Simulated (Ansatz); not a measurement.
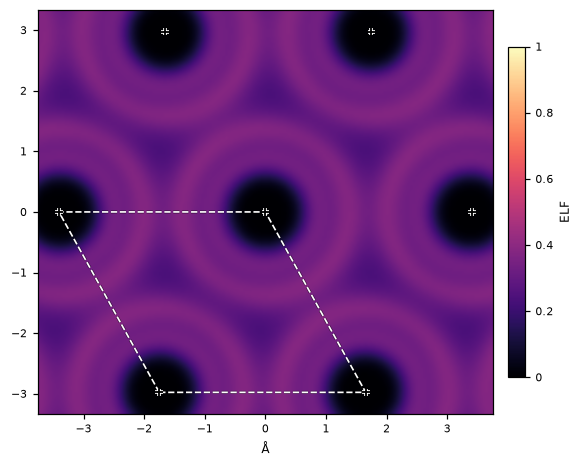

The electron localisation function on a plane through atoms (crosses mark nuclei in the plane).

Level of theory: DFT r2SCAN, scalar-relativistic, plane waves, PAW in Ansatz.

Candidates:
A. Sn, a = 3.41 Å, b = 3.41 Å, c = 11.63 Å, α = 101.62°, β = 78.38°, γ = 119.08°. Space group Immm; a structure from a database of computed crystals, not necessarily the ambient phase; computed pressure about −2 GPa in this cell.
B. ZnS, a = 5.41 Å, b = 5.41 Å, c = 5.41 Å, α = 90.00°, β = 90.00°, γ = 90.00°. Space group F-43m.

### Which candidate gave the map?

Candidate A: Sn on the (001) plane of the calculation cell, which holds Sn. Sn–Sn (3.41 Å): the ELF is about 0.35 at the midpoint. Sn–Sn (3.45 Å): the ELF is about 0.30 at the midpoint: no shared electron pair shows on this line.
